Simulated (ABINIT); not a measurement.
# Run report: NiSi$_{2}$, geometry relaxation (part 1 of 3)

System: NiSi$_{2}$ (Fm-3m, 3 atoms in the cell).
Method: Kohn-Sham DFT of a periodic cell, PBEsol, JTH PAW PBE v2.0, spin-polarised (ABINIT 10.8.3).

The structure derives from an entry of the Crystallography Open Database.

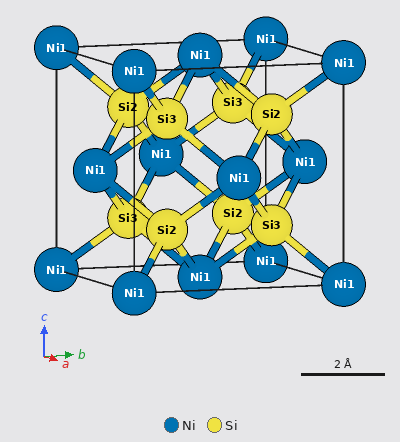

Figure 1. The structure as given in the input (ball-and-stick view of the cell 4 times as large as that of the calculation, set on its symmetry axes, seen slightly off an axis; atoms are numbered from 1 in the order of the input). An atom can appear more than once, as a periodic image. Near neighbours in the periodic cell (some may lie outside the picture): Ni has 8 Si at 2.34 Å; Si has 4 Ni at 2.34 Å.

**Input**
```
pp_dirpath "./"
pseudos "Ni.GGA_PBE-JTH.xml, Si.GGA_PBE-JTH.xml"

acell 3*1.0 Angstrom
rprim
     0.0000000000     2.7030000000     2.7030000000
     2.7030000000     0.0000000000     2.7030000000
     2.7030000000     2.7030000000     0.0000000000
ntypat 2
znucl 28 14
natom 3
typat 1 2 2
chkprim 0
chksymtnons 0
tolsym 1.0e-6
xred
            0.0            0.0            0.0
            3/4            3/4            3/4
            1/4            1/4            1/4

ecut 41.0
pawecutdg 63.0
pawxcdev 0
ecutsm 0.5

kptopt 1
ngkpt 7 7 7
nshiftk 1
shiftk 0.0 0.0 0.0

ixc -116133

nband 18
occopt 3
tsmear 0.05 eV

nsppol 2
spinat
     0.0000000000     0.0000000000     1.0000000000
     0.0000000000     0.0000000000     0.0000000000
     0.0000000000     0.0000000000     0.0000000000

nstep 80
tolvrs 1.0e-10

iomode 3
prteig 0
prtebands 0
prtwf 0
prtden 0

ionmov 2
optcell 2
ntime 50
tolmxf 2.0e-5
dilatmx 1.08
```

Machine: 1 thread of Intel Xeon @ 2.90GHz (Ice Lake), 192 GiB of memory available, shared host.

Run as:
```bash
abinit run.abi > log 2>&1
```

**What the program printed**
```
.Version 10.8.3 of ABINIT
 Symmetries : space group Fm -3 m (#225); Bravais cF (face-center cubic)
================================================================================
 Values of the parameters that define the memory need of the present run
     intxc =       0    ionmov =       2      iscf =      17    lmnmax =      18
     lnmax =       6     mgfft =      48  mpssoang =       3    mqgrid =    3001
     natom =       3  nloc_mem =       2    nspden =       2   nspinor =       1
    nsppol =       2      nsym =      48    n1xccc =       1    ntypat =       2
    occopt =       3   xclevel =       2
       mpw =        4224          nfft =      110592          nkpt =          20
 PAW method is used; the additional fine FFT grid is defined by:
   mgfftf=        60    nfftf =    216000
================================================================================
================================================================================

--------------------------------------------------------------------------------
------------- Echo of variables that govern the present computation ------------
--------------------------------------------------------------------------------
 -outvars: echo values of preprocessed input variables --------
            acell      1.8897261259E+00  1.8897261259E+00  1.8897261259E+00 Bohr
              amu      5.86900000E+01  2.80855000E+01
          chkprim           0
      chksymtnons           0
          dilatmx      1.08000000E+00
             ecut      4.10000000E+01 Hartree
           ecutsm      5.00000000E-01 Hartree
           ionmov           2
              ixc     -116133
         kptrlatt        7    0    0      0    7    0      0    0    7
          kptrlen      5.05659244E+01
            natom           3
            nband          18
            ngfft          48      48      48
          ngfftdg          60      60      60
             nkpt          20
           nspden           2
           nsppol           2
            nstep          80
             nsym          48
            ntime          50
           ntypat           2
           occopt           3
          optcell           2
        pawecutdg      6.30000000E+01 Hartree
         pawxcdev           0
           prtden           0
        prtebands           0
           prteig           0
            prtwf           0
            rprim      0.0000000000E+00  2.7030000000E+00  2.7030000000E+00
                       2.7030000000E+00  0.0000000000E+00  2.7030000000E+00
                       2.7030000000E+00  2.7030000000E+00  0.0000000000E+00
          spgroup         225
           spinat      0.0000000000E+00  0.0000000000E+00  1.0000000000E+00
                       0.0000000000E+00  0.0000000000E+00  0.0000000000E+00
                       0.0000000000E+00  0.0000000000E+00  0.0000000000E+00
           tolmxf      2.00000000E-05
           tolsym      1.00000000E-06
           tolvrs      1.00000000E-10
           tsmear      1.83746611E-03 Hartree
            typat      1  2  2
           useylm           1
           xangst      0.0000000000E+00  0.0000000000E+00  0.0000000000E+00
                       4.0545000000E+00  4.0545000000E+00  4.0545000000E+00
                       1.3515000000E+00  1.3515000000E+00  1.3515000000E+00
            xcart      0.0000000000E+00  0.0000000000E+00  0.0000000000E+00
                       7.6618945775E+00  7.6618945775E+00  7.6618945775E+00
                       2.5539648592E+00  2.5539648592E+00  2.5539648592E+00
             xred      0.0000000000E+00  0.0000000000E+00  0.0000000000E+00
                       7.5000000000E-01  7.5000000000E-01  7.5000000000E-01
                       2.5000000000E-01  2.5000000000E-01  2.5000000000E-01
            znucl       28.00000   14.00000

================================================================================

 chkinp: Checking input parameters for consistency.

================================================================================
== DATASET  1 ==================================================================

--- !DatasetInfo
iteration_state: {dtset: 1, }
dimensions: {natom: 3, nkpt: 20, mband: 18, nsppol: 2, nspinor: 1, nspden: 2, mpw: 4224, }
cutoff_energies: {ecut:  41.0, pawecutdg:  63.0, }
electrons: {nelect:   2.60000000E+01, charge:   0.00000000E+00, occopt:   3.00000000E+00, tsmear:   1.83746611E-03, }
meta: {optdriver: 0, ionmov: 2, optcell: 2, iscf: 17, paral_kgb: 0, }
...

 Real(R)+Recip(G) space primitive vectors, cartesian coordinates (Bohr,Bohr^-1):
 R(1)=  0.0000000  5.1079297  5.1079297  G(1)= -0.0978870  0.0978870  0.0978870
 R(2)=  5.1079297  0.0000000  5.1079297  G(2)=  0.0978870 -0.0978870  0.0978870
 R(3)=  5.1079297  5.1079297  0.0000000  G(3)=  0.0978870  0.0978870 -0.0978870
 Unit cell volume ucvol=  2.6654144E+02 bohr^3
 Angles (23,13,12)=  6.00000000E+01  6.00000000E+01  6.00000000E+01 degrees

 Coarse grid specifications (used for wave-functions):

 getcut: wavevector=  0.0000  0.0000  0.0000  ngfft=  48  48  48
         ecut(hartree)=     47.822   => boxcut(ratio)=   2.13452

 Fine grid specifications (used for densities):

 getcut: wavevector=  0.0000  0.0000  0.0000  ngfft=  60  60  60
         ecut(hartree)=     73.483   => boxcut(ratio)=   2.15245

--- Pseudopotential description ------------------------------------------------
- pspini: atom type   1  psp file is ./Ni.GGA_PBE-JTH.xml
 Pseudopotential format is: paw10
 basis_size (lnmax)=  6 (lmn_size= 18), orbitals=   0   0   1   1   2   2
 Spheres core radius: rc_sph= 1.81432190
 Shapefunction is SIN type: shapef(r)=[sin(pi*r/rshp)/(pi*r/rshp)]**2
 Radius for shape functions =  1.60094920
 Compensation charge density is not taken into account in XC energy/potential

- pspini: atom type   2  psp file is ./Si.GGA_PBE-JTH.xml
 Pseudopotential format is: paw10
 basis_size (lnmax)=  4 (lmn_size=  8), orbitals=   0   0   1   1
 Spheres core radius: rc_sph= 1.90944987
 Shapefunction is BESSEL type: shapef(r,l)=aa(1,l)*jl(q(1,l)*r)+aa(2,l)*jl(q(2,l)*r)
 Radius for shape functions =  1.60149249
 Compensation charge density is not taken into account in XC energy/potential

   8.17877019E+02                                ecore*ucvol(ha*bohr**3)
--------------------------------------------------------------------------------

================================================================================

=== [ionmov= 2] Broyden-Fletcher-Goldfarb-Shanno method (forces)
================================================================================

--- Iteration: ( 1/50) Internal Cycle: (1/1)
--------------------------------------------------------------------------------

---SELF-CONSISTENT-FIELD CONVERGENCE--------------------------------------------

--- !BeginCycle
iteration_state: {dtset: 1, itime: 1, icycle: 1, }
solver: {iscf: 17, nstep: 80, nline: 4, wfoptalg: 10, }
tolerances: {tolvrs: 1.00E-10, }
...

     iter   Etot(hartree)      deltaE(h)  residm     nres2   difmagsph maxmagsph
 ETOT  1  -176.01424177093    -1.760E+02 6.155E+00 2.453E+02 3.102E-01 3.102E-01
 ETOT  2  -179.62955517505    -3.615E+00 1.405E-01 1.137E+03 2.887E-01 2.156E-02
 ETOT  3  -178.86939455179     7.602E-01 1.096E-01 1.420E+02 4.151E-02 6.307E-02
 ETOT  4  -178.78295398498     8.644E-02 7.003E-02 6.789E+00 4.296E-02 1.060E-01
 ETOT  5  -178.78163506804     1.319E-03 3.294E-03 1.003E+01 4.963E-02 5.640E-02
 ETOT  6  -178.79079136369    -9.156E-03 1.267E-02 4.099E+01 3.379E-02 2.261E-02
 ETOT  7  -178.77895759866     1.183E-02 3.380E-03 7.263E-01 3.300E-02 1.039E-02
 ETOT  8  -178.78012048970    -1.163E-03 1.545E-03 2.196E+00 3.995E-03 6.393E-03
 ETOT  9  -178.77962351783     4.970E-04 9.005E-04 1.079E-01 8.029E-03 1.635E-03
 ETOT 10  -178.77979411032    -1.706E-04 2.265E-04 1.462E-01 3.339E-03 1.704E-03
 ETOT 11  -178.77977612817     1.798E-05 1.194E-03 1.261E-03 3.455E-04 1.394E-03
 ETOT 12  -178.77978694259    -1.081E-05 7.900E-04 4.836E-04 4.852E-04 9.083E-04
 ETOT 13  -178.77978998970    -3.047E-06 1.432E-03 1.678E-04 2.610E-04 6.474E-04
 ETOT 14  -178.77979158303    -1.593E-06 3.660E-04 3.668E-04 4.364E-04 2.110E-04
 ETOT 15  -178.77979222721    -6.442E-07 4.572E-04 5.744E-05 5.561E-05 2.666E-04
 ETOT 16  -178.77979266200    -4.348E-07 9.882E-05 5.463E-06 1.395E-04 1.271E-04
 ETOT 17  -178.77979292290    -2.609E-07 1.039E-04 2.832E-06 1.082E-04 1.893E-05
 ETOT 18  -178.77979307448    -1.516E-07 2.266E-05 2.423E-06 1.991E-05 4.890E-06
 ETOT 19  -178.77979316621    -9.173E-08 2.363E-05 6.935E-07 1.325E-05 1.227E-05
 ETOT 20  -178.77979322237    -5.616E-08 5.209E-06 8.080E-07 1.315E-05 1.021E-06
 ETOT 21  -178.77979325684    -3.446E-08 5.601E-06 1.610E-07 5.318E-06 4.436E-06
 ETOT 22  -178.77979327803    -2.119E-08 1.227E-06 3.199E-07 2.771E-06 1.666E-06
 ETOT 23  -178.77979329110    -1.307E-08 1.338E-06 3.133E-08 7.068E-07 2.372E-06
 ETOT 24  -178.77979329916    -8.062E-09 2.897E-07 1.279E-07 7.033E-07 3.076E-06
 ETOT 25  -178.77979330413    -4.975E-09 3.147E-07 5.349E-09 6.839E-07 2.392E-06
 ETOT 26  -178.77979330721    -3.077E-09 1.051E-07 9.935E-08 3.726E-07 2.019E-06
 ETOT 27  -178.77979330911    -1.904E-09 9.378E-08 4.924E-08 1.466E-06 3.485E-06
 ETOT 28  -178.77979331029    -1.180E-09 4.661E-08 8.431E-09 2.121E-06 1.364E-06
 ETOT 29  -178.77979331102    -7.292E-10 4.130E-08 1.834E-08 2.850E-07 1.079E-06
 ETOT 30  -178.77979331147    -4.456E-10 2.070E-08 5.128E-09 1.233E-06 1.535E-07
 ETOT 31  -178.77979331175    -2.804E-10 1.820E-08 1.755E-09 1.079E-07 4.558E-08
 ETOT 32  -178.77979331192    -1.712E-10 9.202E-09 8.637E-10 4.499E-08 0.000E+00
 ETOT 33  -178.77979331202    -1.008E-10 8.026E-09 1.605E-09 2.018E-08 1.960E-08
 ETOT 34  -178.77979331209    -7.279E-11 4.093E-09 1.332E-11 3.957E-08 1.998E-08

 At SCF step   34       nres2   =  1.33E-11 < tolvrs=  1.00E-10 =>converged.

 Cartesian components of stress tensor (hartree/bohr^3)
  sigma(1 1)=  4.18477691E-05  sigma(3 2)=  0.00000000E+00
  sigma(2 2)=  4.18477691E-05  sigma(3 1)=  0.00000000E+00
  sigma(3 3)=  4.18477691E-05  sigma(2 1)=  0.00000000E+00

--- !ResultsGS
iteration_state: {dtset: 1, itime: 1, icycle: 1, }
comment   : Summary of ground state results
lattice_vectors:
- [  0.0000000,   5.1079297,   5.1079297, ]
- [  5.1079297,   0.0000000,   5.1079297, ]
- [  5.1079297,   5.1079297,   0.0000000, ]
lattice_lengths: [   7.22370,    7.22370,    7.22370, ]
lattice_angles: [ 60.000,  60.000,  60.000, ] # degrees, (23, 13, 12)
lattice_volume:   2.6654144E+02
convergence: {deltae: -7.279E-11, res2:  1.332E-11, residm:  4.093E-09, diffor: null, }
etotal    :  -1.78779793E+02
entropy   :   0.00000000E+00
fermie    :   3.80822680E-01
cartesian_stress_tensor: # hartree/bohr^3
- [  4.18477691E-05,   0.00000000E+00,   0.00000000E+00, ]
- [  0.00000000E+00,   4.18477691E-05,   0.00000000E+00, ]
- [  0.00000000E+00,   0.00000000E+00,   4.18477691E-05, ]
pressure_GPa:  -1.2312E+00
xred      :
- [  0.0000E+00,   0.0000E+00,   0.0000E+00, Ni]
- [  7.5000E-01,   7.5000E-01,   7.5000E-01, Si]
- [  2.5000E-01,   2.5000E-01,   2.5000E-01, Si]
cartesian_forces: # hartree/bohr
- [ -0.00000000E+00,  -0.00000000E+00,  -0.00000000E+00, ]
- [ -0.00000000E+00,  -0.00000000E+00,  -0.00000000E+00, ]
- [ -0.00000000E+00,  -0.00000000E+00,  -0.00000000E+00, ]
force_length_stats: {min:   0.00000000E+00, max:   0.00000000E+00, mean:   0.00000000E+00, }
...

 Integrated electronic and magnetization densities in atomic spheres:
 ------------------------------------------------------------------------------------------------------------
 Radius=ratsph(iatom), smearing ratsm=  0.0000. Diff(up-dn)=approximate z local magnetic moment.
    Atom    Radius    up_density   dn_density  Total(up+dn)  Diff(up-dn)
    1 Ni   1.81432     7.984084     7.984084     15.968168     0.000000
    2 Si   1.90945     0.751416     0.751416      1.502832     0.000000
    3 Si   1.90945     0.751416     0.751416      1.502832     0.000000
```
